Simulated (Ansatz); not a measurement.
Consider InAgSe2.

```cif
data_structure
_symmetry_space_group_name_H-M 'P 1'
_symmetry_Int_Tables_number 1
_cell_length_a 6.1875
_cell_length_b 6.1875
_cell_length_c 12.1015
_cell_angle_alpha 90.000
_cell_angle_beta 90.000
_cell_angle_gamma 90.000
_cell_volume 463.31
loop_
_atom_site_label
_atom_site_type_symbol
_atom_site_fract_x
_atom_site_fract_y
_atom_site_fract_z
_atom_site_occupancy
Se1 Se 0.25371 0.25000 0.12500 1
Se2 Se 0.75371 0.75000 0.62500 1
Se3 Se 0.75000 0.24629 0.37500 1
Se4 Se 0.25000 0.74629 0.87500 1
Se5 Se 0.24629 0.25000 0.62500 1
Se6 Se 0.74629 0.75000 0.12500 1
Se7 Se 0.25000 0.75371 0.37500 1
Se8 Se 0.75000 0.25371 0.87500 1
In1 In 0.00000 0.00000 0.50000 1
In2 In 0.50000 0.50000 0.00000 1
In3 In 0.50000 0.00000 0.25000 1
In4 In 0.00000 0.50000 0.75000 1
Ag1 Ag 0.00000 0.00000 0.00000 1
Ag2 Ag 0.50000 0.50000 0.50000 1
Ag3 Ag 0.00000 0.50000 0.25000 1
Ag4 Ag 0.50000 0.00000 0.75000 1
```

Space group I-42d; built by placing these elements on a known structure type.

Computed with DFT, PAW plane waves, PBE (Ansatz).

What can the converged valence pseudo-density and electron localisation function tell about the bonding?

Answer. In–Se (2.65 Å): ρ is about 0.4 e/Å³ halfway; the ELF is about 0.50 at the midpoint.
Ag–Se (2.67 Å): the density is about 0.35 e/Å³ at the midpoint; the ELF is about 0.30 at the midpoint and 0.15 at its lowest between the atoms.
Bader's partition of the density gives Se −0.65, In +1.02 and Ag +0.27 e.

Which way does charge flow, and how much by Bader's partition?

Answer. Electrons move from In towards Se. Bader charges: Se −0.65, In +1.02 and Ag +0.27 e.

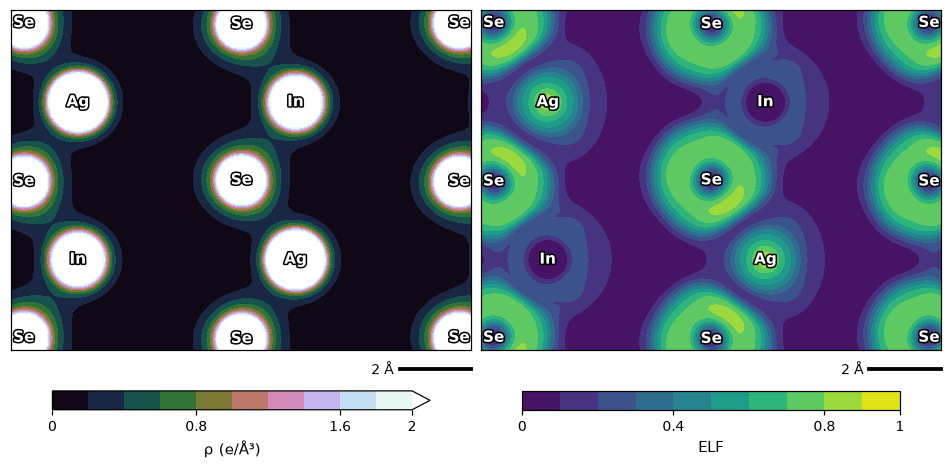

Computed valence pseudo-density and electron localisation function on the (110) plane of the conventional cell, in this order. 
